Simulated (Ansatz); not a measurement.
## TaSi2: 8 runs along one coordinate

System: TaSi2 (P2, 9 atoms in the cell).
Method: DFT PBE, scalar-relativistic, plane waves, PAW, no spin polarisation (Ansatz 0.2.0).

The 8 runs differ only in the geometry, by a strain of the cell at fixed fractional positions. Against run 5, the strain is εxx = −0.01 η, εxy = η and εyy = −0.01 η. The structure derives from an entry of the Crystallography Open Database.

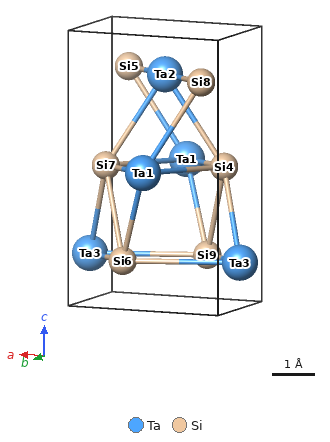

Figure 1. The structure of run 5 (ball-and-stick view of the cell of the calculation, seen at an oblique angle; atoms are numbered from 1 in the order of the input).

## Input of run 5
```yaml
crystal:
  lattice:
    - [4.8051009126, 0.0540573853, 0.0]
    - [-2.3557353874, 4.1343107654, 0.0]
    - [0.0, 0.0, 6.5988658829]
  atoms:
    - { symbol: Ta, position: [0.5, 0.0, 0.5] }
    - { symbol: Ta, position: [0.5, 0.5, 0.8333333333] }
    - { symbol: Ta, position: [0.0, 0.5, 0.1666666667] }
    - { symbol: Si, position: [0.1589199925, 0.317839985, 0.5] }
    - { symbol: Si, position: [0.8410800075, 0.1589199925, 0.8333333333] }
    - { symbol: Si, position: [0.682160015, 0.8410800075, 0.1666666667] }
    - { symbol: Si, position: [0.8410800075, 0.682160015, 0.5] }
    - { symbol: Si, position: [0.1589199925, 0.8410800075, 0.8333333333] }
    - { symbol: Si, position: [0.317839985, 0.1589199925, 0.1666666667] }
basis:
  ecutwfc: 420
kpoints:
  mp_grid: { grid: [9, 9, 6] }
hamiltonian:
  xc: pbe
scf:
  occupations: { method: gaussian, width: 0.15 }
output:
  forces: true
  stress: true
  eigenvalues: true
```

Lattice vectors (Å) and fractional positions of run 5:
```
   4.805101    0.054057    0.000000
  -2.355735    4.134311    0.000000
   0.000000    0.000000    6.598866
Ta  0.500000 -0.000000  0.500000
Ta  0.500000  0.500000  0.833333
Ta  0.000000  0.500000  0.166667
Si  0.158920  0.317840  0.500000
Si  0.841080  0.158920  0.833333
Si  0.682160  0.841080  0.166667
Si  0.841080  0.682160  0.500000
Si  0.158920  0.841080  0.833333
Si  0.317840  0.158920  0.166667
```

Run 7 differs from it as follows:
```diff
-    - [4.8051009126, 0.0540573853, 0.0]
-    - [-2.3557353874, 4.1343107654, 0.0]
+    - [4.8051009126, 0.1081147705, 0.0]
+    - [-2.3089203185, 4.1072820728, 0.0]
```

## Results, with one run withheld

| run | strain parameter η (%) | free energy per atom, from the lowest run given (meV) | pressure (GPa) |
| --- | --- | --- | --- |
| 1 | −4.1255 | 23.60 | 0.74 |
| 2 | −2.6253 | 5.61 | 0.20 |
| 3 | −0.7501 | 0.00 | 0.03 |
| 4 | −0.3750 | 1.12 | 0.07 |
| 5 | 0.0000 | 2.99 | 0.12 |
| 6 | 0.7501 | 8.98 | 0.30 |
| 7 | 1.1251 | ? | ? |
| 8 | 1.5002 | 17.97 | 0.57 |

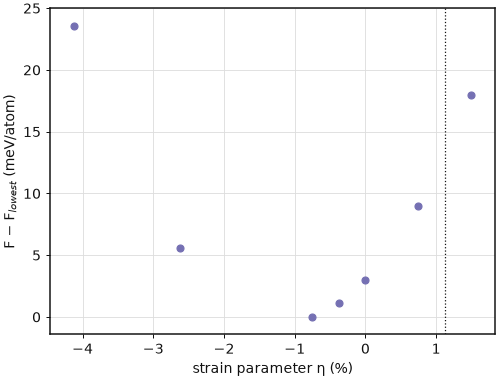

Figure 2. Free energy per atom of the runs given; the dotted line marks run 7.

What should run 7 give?

A cubic polynomial in the coordinate, fitted to the 7 runs given, misses them by under 0.01 meV per atom. With x = η + 0.8037, it reads F = −0.10415 + 1.713 x + 2.6623 x² − 0.00047013 x³ (meV per atom). At run 7 it gives 13.10 meV per atom, and the run itself gives 13.10. The fit has its minimum at η = −1.1254 %.

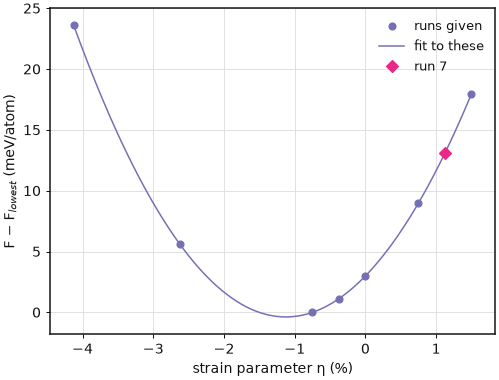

Figure 3. The fit and the withheld run.

## Output, shortened to warnings, some set-up lines, iterations and results (run 7)
```
Basis set: ecut = 420 eV, 2571 PW (Γ), exchange–correlation on 72×64×90 points (8 copies of the dense FFT grid, shifted against one another)
Symmetry: 2 space group operations
k-points: 164 of 486 (time reversal used)
Initial density: superposition of atomic densities (neutral atoms: chi_scale 0, normalization atom), corrected by the library's trained network
[...]
SCF iter   1: F=—  HF=-33615.811939 eV  |F-HF|=—  |Δ(HF+E_count)|=         —  Δρ=3.97e-3  dr2=1.56e-2  ethr=1.77e-3  ⟨swp⟩=6.8  Hψ=30948  notcnv=0
SCF iter   2: F=—  HF=-33615.812747 eV  |F-HF|=—  |Δ(HF+E_count)|=   8.08e-4  Δρ=2.22e-3  dr2=3.64e-3  ethr=2.47e-5  ⟨swp⟩=2.1  Hψ=9404  notcnv=0
SCF iter   3: F=—  HF=-33615.813581 eV  |F-HF|=—  |Δ(HF+E_count)|=   8.34e-4  Δρ=5.28e-4  dr2=3.90e-4  ethr=5.78e-6  ⟨swp⟩=2.0  Hψ=9159  notcnv=0
SCF iter   4: F=—  HF=-33615.813561 eV  |F-HF|=—  |Δ(HF+E_count)|=   2.03e-5  Δρ=1.00e-4  dr2=1.57e-5  ethr=6.18e-7  ⟨swp⟩=2.4  Hψ=8449  notcnv=0
SCF iter   5: F=—  HF=-33615.813549 eV  |F-HF|=—  |Δ(HF+E_count)|=   1.19e-5  Δρ=3.40e-5  dr2=3.20e-6  ethr=2.49e-8  ⟨swp⟩=2.0  Hψ=9213  notcnv=0
SCF iter   6: F=-33615.813548 eV  HF=-33615.813548 eV  |F-HF|=2.99e-8  |Δ(HF+E_count)|=   4.01e-7  Δρ=7.95e-6  dr2=8.76e-8  ethr=1.59e-10  ⟨swp⟩=9.6  Hψ=34218  notcnv=0
SCF 1 converged in 6 iterations: F = -33615.813548 eV  dr2 = 8.76e-8
SCF converged after 6 iterations
Free energy (F): -33615.813548 eV
Harris-Foulkes:  -33615.813548 eV  (|F-HF|=2.99e-8)
Internal energy: -33615.770071 eV  (E = F + TS)
E sigma→0 (E₀):  -33615.791810 eV
Entropy (-TS):   -0.043477 eV (-4.831 meV/atom)
Fermi energy:    14.978248 eV
--- Per-component energies (eV) ---
  E_band       = -268.709409
  E_kinetic    = 1359.423567
  E_local      = -2359.734832  (includes V_loc(G=0)·N_el)
  E_nonlocal   = 195.714960
  E_hartree    = 899.602964
  E_xc         = -997.293656
  E_vxc        = -907.323924  (∫ρ·V_xc dr)
  E_paw        = -28267.309886  (= ΣΔE_a)
  E_vpaw       = -356.001652  (= ΣTr[D̂ρ^β])
  E_aug_tail   = 0.000491  (compensation charges beyond the density's cutoff)
  E_ewald      = -4446.173679
  E_smearing   = -0.043477  (= −TS)
  E_closure    = -0.000000  (closes the sum)
  Σ components = -33615.813548   (vs F -33615.813548, Δ=0.00e0)
--- Forces (eV/Å), atoms counted from 1 ---
  atom   1  Ta     0.00000000     0.00000000     0.25573907
  atom   2  Ta     0.00000000     0.00000000    -0.12268130
  atom   3  Ta     0.00000000     0.00000000    -0.13148330
  atom   4  Si    -0.11086334     0.02537651     0.10062137
  atom   5  Si    -0.03739905     0.06487722    -0.03779903
  atom   6  Si    -0.01708340     0.07141654    -0.06360890
  atom   7  Si     0.11086334    -0.02537651     0.10062137
  atom   8  Si     0.03739905    -0.06487722    -0.03779903
  atom   9  Si     0.01708340    -0.07141654    -0.06360890
  max |Σ_I F_I| component: 1.34e-6 eV/Å
--- Stress (GPa, compression-positive) ---
        0.804766      -6.536371       0.000000
       -6.536371       0.369541       0.000000
        0.000000       0.000000       0.111770
  P = ⅓ Tr σ = 0.4287 GPa (4.287 kbar)
```

Notes: Spin–orbit coupling is left out, which matters for Ta.
